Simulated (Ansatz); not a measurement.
**Field-gradient calculation of Bi**

- system: Bi (P-1, 2 atoms in the cell)
- method: DFT, PBEsol, PAW with Ansatz's default frozen-core files, scalar-relativistic, no spin polarisation (Ansatz 0.2.0)

The structure derives from an entry of the Crystallography Open Database. It belongs to a series of runs on one base structure; here: equal xy, yz and zx shear strains of -2 %, PAW files. Figures and captions count atoms from 1; the log counts them from 0 in places.

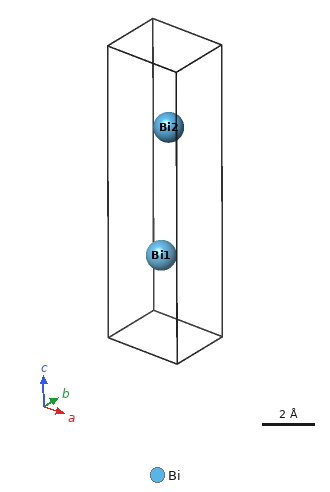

The structure as given in the input (ball-and-stick view of the cell of the calculation, seen slightly off an axis; atoms are numbered from 1 in the order of the input).

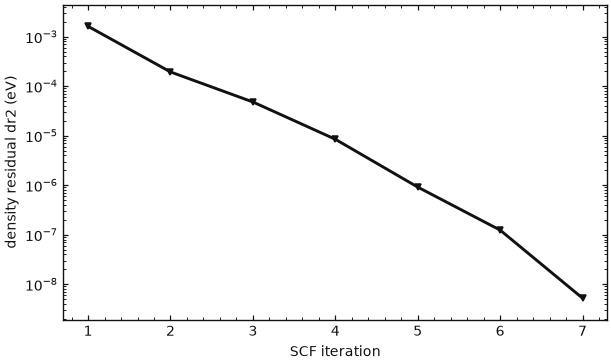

Convergence of the self-consistent field: density residual dr2 against the SCF iteration. The residual falls at every step.

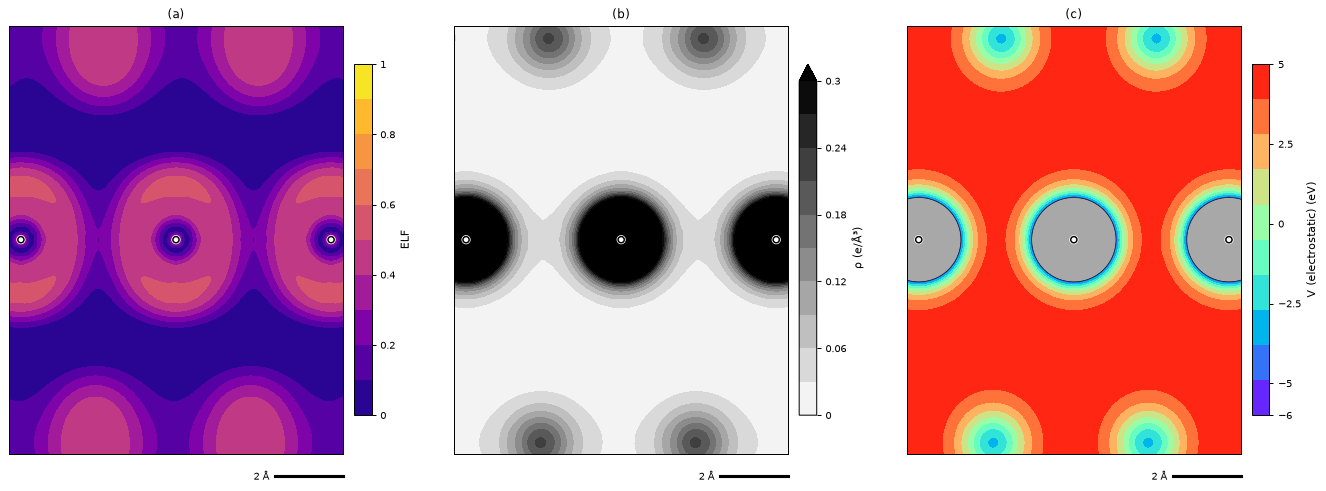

(a) electron localisation function; (b) valence charge density (pseudo); (c) electrostatic potential energy of an electron on the (100) plane of the conventional cell. Circles mark the nuclei in the plane (Bi). Grey discs, where drawn, cover atomic cores. The density dies away to nearly zero in the voids. The strong features right at Bi lie inside the PAW spheres (semicore, d or f shells) and say nothing about bonding. Outside the cores the potential energy rises away from the atoms and is highest about 3.4 Å from the nearest atoms; outside the discs it spans about 10 eV, and its zero is arbitrary. In a PAW calculation such maps are meaningful between the atoms, not at the nuclei.

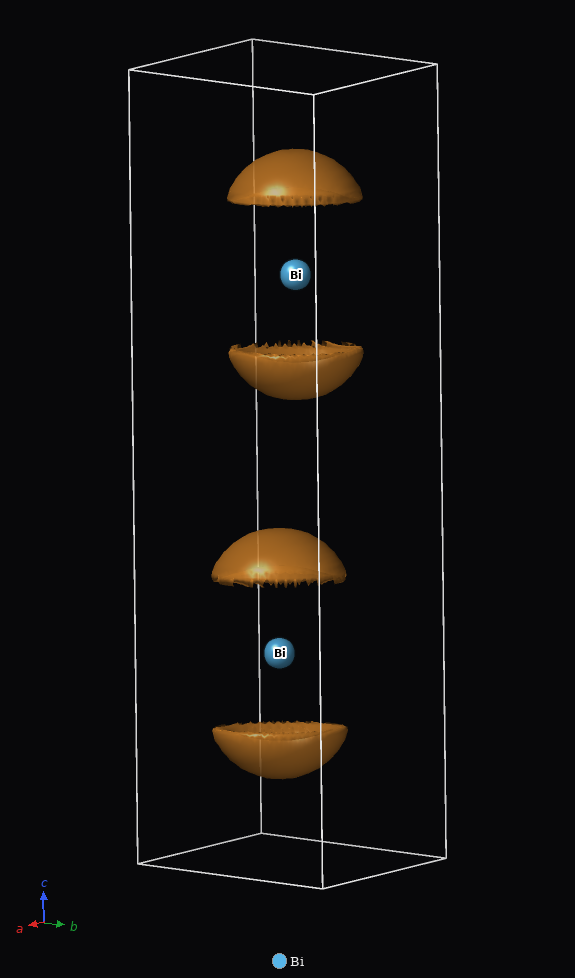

Isosurface of the electron localisation function at 0.5 (orange), seen slightly off an axis. Core shells and regions of very low density are left out. Sticks mark near contacts. The outline is the cell set on symmetry axes. Values along the shortest contacts:

The input that produced these results follows, with the program's output.

## Input file
```yaml
crystal:
  lattice:
    - [4.5390002997, -0.045390003, -0.045390003]
    - [-2.3088090456, 3.9535845689, -0.0166138942]
    - [-0.11829, -0.11829, 11.829]
  atoms:
    - { symbol: Bi, position: [0.3333333333, 0.6666666667, 0.25] }
    - { symbol: Bi, position: [0.6666666667, 0.3333333333, 0.75] }
kpoints:
  mp_grid: { grid: [9, 9, 3] }
scf:
  occupations: { method: fermi_dirac, width: 0.08 }
hamiltonian:
  xc: pbesol
  pseudopotentials: { kind: paw }
output:
  forces: true
  stress: true
  eigenvalues: true
  efg: { contact_densities: true }
  write_density: true
  write_potential: true
  elf: true
  volumetric_format: npy
```

Launch command:
```bash
ansatz run input.yaml --threads 1 --pin off --max-ram 3072MiB --backend cpu --events-out ev --progress --plain --runs-dir out
```

## Log
```
Bi: output.efg is read without spin–orbit coupling, which moves field gradients at and beside such atoms by some per cent and up to a factor of two; PAW files take it under magnetization.noncollinear and magnetization.spin_orbit
Engine: ansatz 0.2.0, x86_64-unknown-linux-gnu
Pseudopotentials: kind: paw
Pseudopotential: Bi, paw, valence charge 15, recommended cutoff 420 eV (normal), Bi.paw.azcp
Functional definition: PBEsol
  exchange = pbesol_x
  correlation = pbesol_c
Crystal: 2 atoms, lattice volume = 210.993 Å³
Basis set: ecut = 420 eV, 4135 PW (Γ), exchange–correlation on 64×64×160 points (8 copies of the dense FFT grid, shifted against one another)
Bands: 19, of which v1, the nominal top of the filled ones, is band 15 counted from 1 (14 counted from 0)
Symmetry: 2 space group operations
Space group: P-1 (ITA 2), of the structure as read, at distance tolerance 6.0e-5 Å
k-points: 122 of 243
Non-local potential: Bi, projectors of the file, l = 0: 2, l = 1: 2, l = 2: 2, l = 3: 2
PAW form: soft (Blöchl's): semilocal exchange-correlation on the pseudo side does not see the compensation charge
PAW frozen core: Bi, regenerated for the run's functional, and the local potential with it (the file was generated under x = pbe(κ = 0.804, μ = 0.2195149727645171), c = pbe(β = 0.06672455060314922))
PAW one-centre angular grid: Bi, 590 points (default); XC on 64 Gauss nodes
Initial density: superposition of atomic densities (neutral atoms: chi_scale 0, normalization atom), corrected by the library's trained network
Initial wavefunctions: pseudopotential atomic-orbital guess
Functional: x = pbesol(κ = 0.804, μ = 0.12345679012345678), c = pbesol(β = 0.046)
SCF iter   1: F=—  HF=-24478.837860 eV  |F-HF|=—  |Δ(HF+E_count)|=         —  Δρ=8.85e-4  dr2=1.62e-3  ethr=1.77e-3  ⟨swp⟩=6.6  Hψ=12963  notcnv=0
preconditioner: auto → LDOS  [metal: Δε(μ)=0.006 eV  Ē_g=2.190 eV  σ=0.080 eV  W_gap=0.02  n_scr=36 (ndim 8)  ℏωp=6.3 eV  f_vac=0.317  D(μ)=7.33/eV (n_scr^D=50)  β→1.0]
SCF iter   2: F=—  HF=-24478.840636 eV  |F-HF|=—  |Δ(HF+E_count)|=   2.78e-3  Δρ=3.02e-4  dr2=1.94e-4  ethr=5.39e-6  ⟨swp⟩=2.1  Hψ=5597  notcnv=0
SCF iter   3: F=—  HF=-24478.840834 eV  |F-HF|=—  |Δ(HF+E_count)|=   1.98e-4  Δρ=1.33e-4  dr2=4.80e-5  ethr=6.48e-7  ⟨swp⟩=2.0  Hψ=4242  notcnv=0
SCF iter   4: F=—  HF=-24478.840885 eV  |F-HF|=—  |Δ(HF+E_count)|=   5.08e-5  Δρ=5.18e-5  dr2=8.48e-6  ethr=1.60e-7  ⟨swp⟩=2.4  Hψ=4441  notcnv=0
SCF iter   5: F=—  HF=-24478.840889 eV  |F-HF|=—  |Δ(HF+E_count)|=   4.29e-6  Δρ=1.73e-5  dr2=9.17e-7  ethr=2.83e-8  ⟨swp⟩=2.0  Hψ=2757  notcnv=0
SCF iter   6: F=—  HF=-24478.840890 eV  |F-HF|=—  |Δ(HF+E_count)|=   5.02e-7  Δρ=5.35e-6  dr2=1.24e-7  ethr=3.06e-9  ⟨swp⟩=2.0  Hψ=4227  notcnv=0
SCF iter   7: F=-24478.840890 eV  HF=-24478.840890 eV  |F-HF|=6.95e-10  |Δ(HF+E_count)|=   1.54e-9  Δρ=1.29e-6  dr2=5.23e-9  ethr=3.33e-10  ⟨swp⟩=12.5  Hψ=18326  notcnv=0
SCF 1 converged in 7 iterations: F = -24478.840890 eV  dr2 = 5.23e-9
  greatest PAW one-centre occupation: 0.988 electrons in one spin orbital (limit 2), on the Bi atom at site 1 (counted from 0), in its partial waves of l = 2
SCF converged after 7 iterations
Free energy (F): -24478.840890 eV
Harris-Foulkes:  -24478.840890 eV  (|F-HF|=6.95e-10)
Internal energy: -24478.687048 eV  (E = F + TS)
E sigma→0 (E₀):  -24478.763969 eV
Entropy (-TS):   -0.153842 eV (-76.921 meV/atom)
Fermi energy:    -0.011076 eV
--- Per-component energies (eV) ---
  E_band       = -499.828768
  E_kinetic    = 595.831626
  E_local      = -4639.902051  (includes V_loc(G=0)·N_el)
  E_nonlocal   = 1123.320990
  E_hartree    = 1636.408320
  E_xc         = -292.050738
  E_vxc        = -276.864756  (∫ρ·V_xc dr)
  E_paw        = -21019.034206  (= ΣΔE_a)
  E_vpaw       = -575.034532  (= ΣTr[D̂ρ^β])
  E_aug_tail   = -0.000925  (compensation charges beyond the density's cutoff)
  E_ewald      = -1883.439566
  E_core_change = 0.179504  (= ΣΔE_core)
  E_smearing   = -0.153842  (= −TS)
  E_closure    = 0.000000  (closes the sum)
  Σ components = -24478.840890   (vs F -24478.840890, Δ=0.00e0)
--- Forces (eV/Å), atoms counted from 1 ---
  atom   1  Bi    -0.00122783     0.00001999    -0.00029828
  atom   2  Bi     0.00122783    -0.00001999     0.00029828
  max |Σ_I F_I| component: 0.00e0 eV/Å
--- Stress (GPa, compression-positive) ---
       -4.977062      -0.080552       0.042200
       -0.080552      -4.985454       0.042302
        0.042200       0.042302      -0.365105
  P = ⅓ Tr σ = -3.4425 GPa (-34.425 kbar)
--- PAW observables at the nuclei: V_zz in 10²¹ V/m², potentials from the cell's mean, atoms counted from 1 ---
  atom   1  Bi V_zz =   -22.563129   η = 0.1006   by run symmetry: allowed
            electrostatic potential = -17818.364454 V   contact ρ = 17883957.402213 e/Å³
  atom   2  Bi V_zz =   -22.563129   η = 0.1006   by run symmetry: allowed
            electrostatic potential = -17818.364454 V   contact ρ = 17883957.402213 e/Å³
--- Band table (eV; the first three rows and the last of 122) ---
  k-point 0: bands = ["-22.7953", "-22.7953", "-22.7945", "-22.7945", "-22.7841", "-22.7841", "-22.7810", "-22.7810", "-22.7803", "-22.7803", "-10.3372", "-10.3267", "-0.8462", "-0.3444", "1.3579", "1.3697", "1.4400", "1.4513", "3.0102"]
  k-point 1: bands = ["-22.7953", "-22.7953", "-22.7945", "-22.7945", "-22.7841", "-22.7841", "-22.7810", "-22.7810", "-22.7803", "-22.7803", "-10.3346", "-10.3293", "-0.7398", "-0.4928", "1.3608", "1.3669", "1.4427", "1.4486", "3.3700"]
  k-point 2: bands = ["-22.7949", "-22.7949", "-22.7940", "-22.7940", "-22.7842", "-22.7842", "-22.7806", "-22.7805", "-22.7805", "-22.7805", "-10.3013", "-10.2914", "-0.7676", "-0.2827", "0.8212", "0.8520", "1.3013", "1.3181", "3.3738"]
  k-point 121: bands = ["-22.7949", "-22.7949", "-22.7885", "-22.7885", "-22.7851", "-22.7851", "-22.7822", "-22.7822", "-22.7767", "-22.7767", "-10.0262", "-10.0234", "-1.1280", "-1.1087", "-0.0037", "0.1417", "0.4292", "0.4446", "4.8418"]
```

## File rho_z.tsv
```
# z_ang	rho[e/angstrom^3]
# format = ansatz-planar-average/11
# lattice	4.539000300	-0.045390003	-0.045390003
# lattice	-2.308809046	3.953584569	-0.016613894
# lattice	-0.118290000	-0.118290000	11.829000000
# sites	2
# site	83	-0.055778431	2.591020545	2.931044070
# site	83	2.167679685	1.198884021	8.835952033
0.000000	2.231017e-3
0.147877	2.356447e-3
0.295755	2.688689e-3
0.443632	3.334325e-3
0.591509	4.311663e-3
0.739386	5.808646e-3
0.887264	7.927679e-3
1.035141	1.099550e-2
1.183018	1.528606e-2
1.330896	2.142197e-2
1.478773	3.001953e-2
1.626650	4.233141e-2
1.774527	6.004383e-2
1.922405	8.643595e-2
2.070282	1.260353e-1
2.218159	1.944627e-1
2.366037	3.009588e-1
2.513914	4.269052e-1
2.661791	5.441731e-1
2.809668	6.277968e-1
2.957546	6.585776e-1
3.105423	6.277971e-1
3.253300	5.441739e-1
3.401178	4.269066e-1
3.549055	3.009607e-1
3.696932	1.944649e-1
3.844809	1.260373e-1
3.992687	8.643751e-2
4.140564	6.004483e-2
4.288441	4.233184e-2
4.436319	3.001943e-2
4.584196	2.142144e-2
4.732073	1.528520e-2
4.879950	1.099436e-2
5.027828	7.926324e-3
5.175705	5.807146e-3
5.323582	4.310082e-3
5.471460	3.332684e-3
5.619337	2.686970e-3
5.767214	2.354648e-3
5.915091	2.229183e-3
6.062969	2.354648e-3
6.210846	2.686970e-3
6.358723	3.332684e-3
6.506601	4.310082e-3
6.654478	5.807146e-3
6.802355	7.926324e-3
6.950232	1.099436e-2
7.098110	1.528520e-2
7.245987	2.142144e-2
7.393864	3.001943e-2
7.541742	4.233184e-2
7.689619	6.004483e-2
7.837496	8.643751e-2
7.985373	1.260373e-1
8.133251	1.944649e-1
8.281128	3.009607e-1
8.429005	4.269066e-1
8.576883	5.441739e-1
8.724760	6.277971e-1
8.872637	6.585776e-1
9.020514	6.277968e-1
9.168392	5.441731e-1
9.316269	4.269052e-1
9.464146	3.009588e-1
9.612024	1.944627e-1
9.759901	1.260353e-1
9.907778	8.643595e-2
10.055655	6.004383e-2
10.203533	4.233141e-2
10.351410	3.001953e-2
10.499287	2.142197e-2
10.647165	1.528606e-2
10.795042	1.099550e-2
10.942919	7.927679e-3
11.090796	5.808646e-3
11.238674	4.311663e-3
11.386551	3.334325e-3
11.534428	2.688689e-3
11.682306	2.356447e-3
```

## File v_z.tsv
```
# z_ang	v_es[eV]	v_tot[eV]
# format = ansatz-planar-average/11
# xc	pbesol
# density_cutoff_ev	1680
# datasets	Bi=:simpson_from_first_knot:soft:shift=-1419528
# lattice	4.539000300	-0.045390003	-0.045390003
# lattice	-2.308809046	3.953584569	-0.016613894
# lattice	-0.118290000	-0.118290000	11.829000000
# sites	2
# site	83	-0.055778431	2.591020545	2.931044070
# site	83	2.167679685	1.198884021	8.835952033
0.000000	4.854482e0	2.439802e0
0.147877	4.849900e0	2.488854e0
0.295755	4.836196e0	2.595788e0
0.443632	4.811490e0	2.501292e0
0.591509	4.773773e0	2.205664e0
0.739386	4.718540e0	1.820531e0
0.887264	4.640459e0	1.380121e0
1.035141	4.530367e0	8.882910e-1
1.183018	4.376804e0	3.188441e-1
1.330896	4.161726e0	-3.343862e-1
1.478773	3.861697e0	-1.098299e0
1.626650	3.441058e0	-1.996177e0
1.774527	2.852596e0	-3.093333e0
1.922405	2.018040e0	-4.473018e0
2.070282	8.246685e-1	-6.263485e0
2.218159	-8.866073e-1	-8.601032e0
2.366037	-3.109642e0	-1.142104e1
2.513914	-5.451406e0	-1.425434e1
2.661791	-7.409442e0	-1.658180e1
2.809668	-8.656040e0	-1.805779e1
2.957546	-9.076210e0	-1.856216e1
3.105423	-8.656047e0	-1.805781e1
3.253300	-7.409456e0	-1.658184e1
3.401178	-5.451431e0	-1.425439e1
3.549055	-3.109683e0	-1.142112e1
3.696932	-8.866715e-1	-8.601148e0
3.844809	8.245721e-1	-6.263641e0
3.992687	2.017904e0	-4.473213e0
4.140564	2.852414e0	-3.093581e0
4.288441	3.440825e0	-1.996466e0
4.436319	3.861413e0	-1.098625e0
4.584196	4.161390e0	-3.347312e-1
4.732073	4.376418e0	3.184567e-1
4.879950	4.529936e0	8.879244e-1
5.027828	4.639987e0	1.379846e0
5.175705	4.718031e0	1.820487e0
5.323582	4.773234e0	2.205538e0
5.471460	4.810927e0	2.500060e0
5.619337	4.835616e0	2.593374e0
5.767214	4.849309e0	2.489216e0
5.915091	4.853887e0	2.443791e0
6.062969	4.849309e0	2.489216e0
6.210846	4.835616e0	2.593374e0
6.358723	4.810927e0	2.500060e0
6.506601	4.773234e0	2.205538e0
6.654478	4.718031e0	1.820487e0
6.802355	4.639987e0	1.379846e0
6.950232	4.529936e0	8.879244e-1
7.098110	4.376418e0	3.184567e-1
7.245987	4.161390e0	-3.347312e-1
7.393864	3.861413e0	-1.098625e0
7.541742	3.440825e0	-1.996466e0
7.689619	2.852414e0	-3.093581e0
7.837496	2.017904e0	-4.473213e0
7.985373	8.245721e-1	-6.263641e0
8.133251	-8.866715e-1	-8.601148e0
8.281128	-3.109683e0	-1.142112e1
8.429005	-5.451431e0	-1.425439e1
8.576883	-7.409456e0	-1.658184e1
8.724760	-8.656047e0	-1.805781e1
8.872637	-9.076210e0	-1.856216e1
9.020514	-8.656040e0	-1.805779e1
9.168392	-7.409442e0	-1.658180e1
9.316269	-5.451406e0	-1.425434e1
9.464146	-3.109642e0	-1.142104e1
9.612024	-8.866073e-1	-8.601032e0
9.759901	8.246685e-1	-6.263485e0
9.907778	2.018040e0	-4.473018e0
10.055655	2.852596e0	-3.093333e0
10.203533	3.441058e0	-1.996177e0
10.351410	3.861697e0	-1.098299e0
10.499287	4.161726e0	-3.343862e-1
10.647165	4.376804e0	3.188441e-1
10.795042	4.530367e0	8.882910e-1
10.942919	4.640459e0	1.380121e0
11.090796	4.718540e0	1.820531e0
11.238674	4.773773e0	2.205664e0
11.386551	4.811490e0	2.501292e0
11.534428	4.836196e0	2.595788e0
11.682306	4.849900e0	2.488854e0
```

## Summary

```tsv
quantity	value
outcome	converged
space group (tolerance 0.01 Å)	P-1 (2)
electrons treated	30
free energy	−24478.8409 eV
Fermi energy	−0.011 eV
pressure	−3.44 GPa
field gradient V_zz (10²¹ V/m²)	Bi −22.56, Bi −22.56
largest force (length of the vector)	0.001 eV/Å
hardware	1 thread of Intel Xeon (Sapphire Rapids), 64 GiB of memory available, shared host
wall time	29 s
peak memory	0.74 GiB
```

The program warns: the field gradients leave out spin–orbit coupling. Spin–orbit coupling is left out, which matters for Bi.
